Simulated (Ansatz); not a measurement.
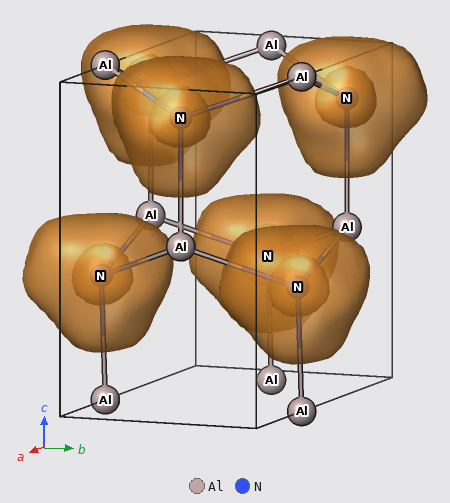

*AlN. Isosurface of the ELF at 0.7 (orange), seen slightly off an axis. Core shells and regions of very low density are left out. Sticks mark near contacts.*

Space group Cm; changed on purpose from its base cell (atom 3 (N) moved -0.160 A towards its neighbour atom 2 (Al) at 1.885 A); not relaxed (largest force 1.9 eV/Å).

Level of theory: DFT r2SCAN, scalar-relativistic, plane waves, PAW in Ansatz 0.2.0.

```
Al N
1.0
     4.66650    2.69421    0.00000
    -1.55550    2.69421    0.00000
     0.00000    0.00000    4.97800
Al N
4 4
Direct
  0.16667 0.50000 0.00000
  0.66667 0.00000 0.00000
  0.33333 0.00000 0.50000
  0.83333 0.50000 0.50000
  0.19496 0.50000 0.37524
  0.69496 0.00000 0.37524
  0.33333 0.00000 0.88500
  0.83333 0.50000 0.88500
```

> Where are the electrons localised?

At this value the surface marks out four regions on N in which the atom's valence shell and bonds are merged, counted in one cell of 8 atoms. Any copies at cell faces, edges or corners count once.

Values along the shortest contacts:
Al–N (1.83 Å): the ELF peaks at about 0.90 in the valence shell of N, 0.7 Å from its nucleus, and is about 0.85 at the midpoint. Al–N (1.87 Å): the ELF peaks at about 0.90 between the atoms; a polar covalent bond.

> Metal or insulator at this level of theory?

It is gapped, with a Kohn–Sham gap of 4.7 eV on the k-point mesh (the band edges may lie off the mesh, which would make the gap smaller).
